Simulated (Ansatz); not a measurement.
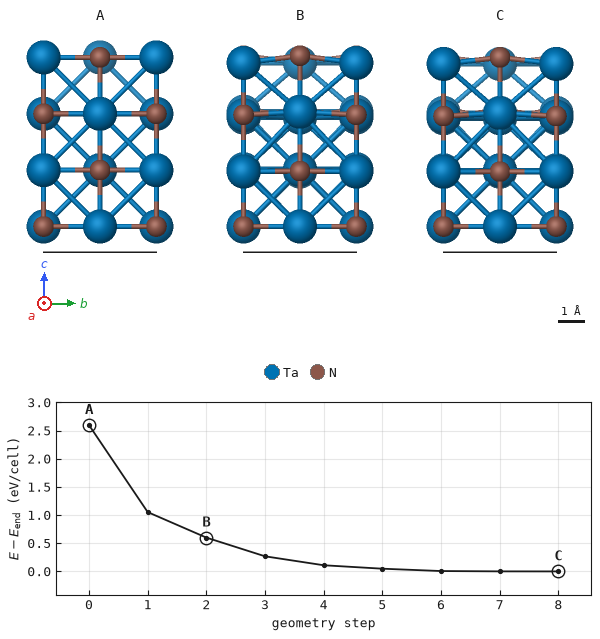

Frames of a constrained relaxation of a slab of composition TaN (cut from the Fm-3m phase), marked on the history of the run. A ball-and-stick model of the cell of the calculation, outlined in the plane, without the vacuum, seen along the a axis.

Case: stripe over 1 of 3 cells, two steps. 12 atoms are held fixed.

These are results of DFT PBEsol, scalar-relativistic, plane waves, PAW in Ansatz 0.2.0, not measurements.

The input:
```yaml
crystal:
  lattice:
    - [13.1270682281, 0.0, 0.0]
    - [0.0, 4.3756894094, 0.0]
    - [0.0, 0.0, 18.5635341141]
  atoms:
    - { symbol: Ta, position: [0.1666666667, 0.0, 0.0808035793] }
    - { symbol: "N", position: [0.0, 0.0, 0.0808035793] }
    - { symbol: Ta, position: [0.1666666667, 0.5, 0.1986607012] }
    - { symbol: "N", position: [0.0, 0.5, 0.1986607012] }
    - { symbol: Ta, position: [0.0, 0.0, 0.1986607012] }
    - { symbol: "N", position: [0.1666666667, 0.0, 0.1986607012] }
    - { symbol: Ta, position: [0.0, 0.5, 0.0808035793] }
    - { symbol: "N", position: [0.1666666667, 0.5, 0.0808035793] }
    - { symbol: Ta, position: [0.5, 0.0, 0.0808035793] }
    - { symbol: "N", position: [0.3333333333, 0.0, 0.0808035793] }
    - { symbol: Ta, position: [0.5, 0.5, 0.1986607012] }
    - { symbol: "N", position: [0.3333333333, 0.5, 0.1986607012] }
    - { symbol: Ta, position: [0.3333333333, 0.0, 0.1986607012] }
    - { symbol: "N", position: [0.5, 0.0, 0.1986607012] }
    - { symbol: Ta, position: [0.3333333333, 0.5, 0.0808035793] }
    - { symbol: "N", position: [0.5, 0.5, 0.0808035793] }
    - { symbol: Ta, position: [0.8333333333, 0.0, 0.0808035793] }
    - { symbol: "N", position: [0.6666666667, 0.0, 0.0808035793] }
    - { symbol: Ta, position: [0.8333333333, 0.5, 0.1986607012] }
    - { symbol: "N", position: [0.6666666667, 0.5, 0.1986607012] }
    - { symbol: Ta, position: [0.6666666667, 0.0, 0.1986607012] }
    - { symbol: "N", position: [0.8333333333, 0.0, 0.1986607012] }
    - { symbol: Ta, position: [0.6666666667, 0.5, 0.0808035793] }
    - { symbol: "N", position: [0.8333333333, 0.5, 0.0808035793] }
    - { symbol: Ta, position: [0.1666666667, 0.0, 0.3165178232] }
    - { symbol: "N", position: [0.0, 0.0, 0.3165178232] }
    - { symbol: Ta, position: [0.0, 0.5, 0.3165178232] }
    - { symbol: "N", position: [0.1666666667, 0.5, 0.3165178232] }
    - { symbol: Ta, position: [0.5, 0.0, 0.3165178232] }
    - { symbol: "N", position: [0.3333333333, 0.0, 0.3165178232] }
    - { symbol: Ta, position: [0.3333333333, 0.5, 0.3165178232] }
    - { symbol: "N", position: [0.5, 0.5, 0.3165178232] }
    - { symbol: Ta, position: [0.8333333333, 0.0, 0.3165178232] }
    - { symbol: "N", position: [0.6666666667, 0.0, 0.3165178232] }
    - { symbol: Ta, position: [0.6666666667, 0.5, 0.3165178232] }
    - { symbol: "N", position: [0.8333333333, 0.5, 0.3165178232] }
    - { symbol: Ta, position: [0.1666666667, 0.5, 0.4343749452] }
    - { symbol: "N", position: [0.0, 0.5, 0.4343749452] }
    - { symbol: Ta, position: [0.0, 0.0, 0.4343749452] }
    - { symbol: "N", position: [0.1666666667, 0.0, 0.4343749452] }
basis:
  ecutwfc: 420
kpoints:
  mp_grid: { grid: [3, 8, 1] }
hamiltonian:
  xc: pbesol
scf:
  occupations: { method: gaussian, width: 0.1 }
output:
  forces: true
  eigenvalues: true
  populations: true
  write_density: true
  write_potential: true
  elf: true
  volumetric_format: npy
relax:
  adjacent_minimum: "off"
  f_tol: 0.02
  max_steps: 45
  constraints: [{ sites: [0, 1, 6, 7, 8, 9, 14, 15, 16, 17, 22, 23] }]
efield:
  axis: 3
  dipole_correction: true
  ramp_width: 0.04
```

Launched with:
```bash
ansatz run input.yaml --threads 4 --pin off --max-ram 11264MiB --backend cpu --events-out ev --progress --plain --runs-dir out
```

> Describe the path.

After 8 geometry steps the energy has fallen by 2.598 eV per cell of the calculation. The largest force component goes from 3 to 0.013 eV/Å. The largest moves, 0.28 Å, are those of Ta37 and Ta39. Ta37 goes at 26° to the normal (−c side). Largest moves by element: Ta 0.28 Å, N 0.20 Å. The cell stays as it was. Some distances before and after: Ta25–Ta27 3.094 → 3.395 Å, Ta11–Ta31 3.094 → 2.845 Å, Ta3–Ta5 3.094 → 2.870 Å, Ta3–Ta13 3.094 → 3.300 Å. Among the angles between lasting bonds that change: Ta3–N6–Ta3 180.0° → 162.2°, Ta13–N12–Ta13 180.0° → 163.6°, Ta39–N38–Ta39 180.0° → 165.4°. Cost: 15 min on 4 threads of Intel(R) Xeon(R) Platinum 8259CL CPU @ 2.50GHz (Skylake/Cascade Lake) (shared host), peak memory 4.9 GiB. From step 0 to 2: Ta atoms move most (0.24 Å), energy −1.997 eV per cell of the calculation. From step 2 to 8: N atoms move most (0.18 Å), energy −0.601 eV per cell of the calculation.
